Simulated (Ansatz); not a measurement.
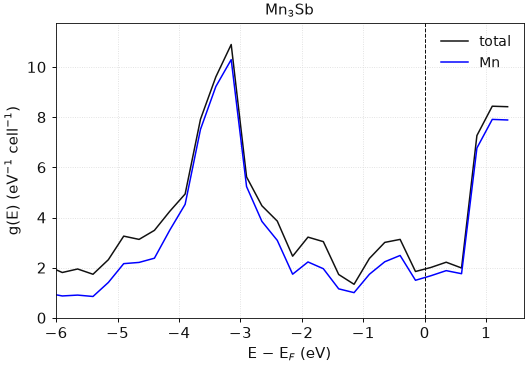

Density of states. Energies are counted from the Fermi level. The partial curves are projected on Löwdin-orthogonalised atomic shells.

The material is Mn₃Sb, space group Pm-3m (No. 221), 4 atoms in the cell, a database entry, rescaled.

Ansatz 0.2.0; DFT with LDA, PAW plane waves, U = 2.32 eV, J = 0.77 eV on Mn d, 6×6×6 k mesh, cold smearing of 0.054 eV.

Q: What is the density of states at the Fermi level?

A: It is a metal. The density of states at the Fermi level is about 1.9 per eV and cell (mean within 0.25 eV), or 0.48 per atom.

Q: What carries the states at the Fermi level?

A: By projected weight, the states within 0.3 eV of the Fermi level are Mn almost alone.

Q: Where is the tallest peak in the window, and which states make it?

A: The tallest peak in the window is at −3.2 eV; by projected weight it is Mn almost alone.

The run is magnetic, with moments that cancel, so time reversal doesn't pair the spinor levels. Some starting moments didn't survive the run. The cell is at −9 GPa in this functional.
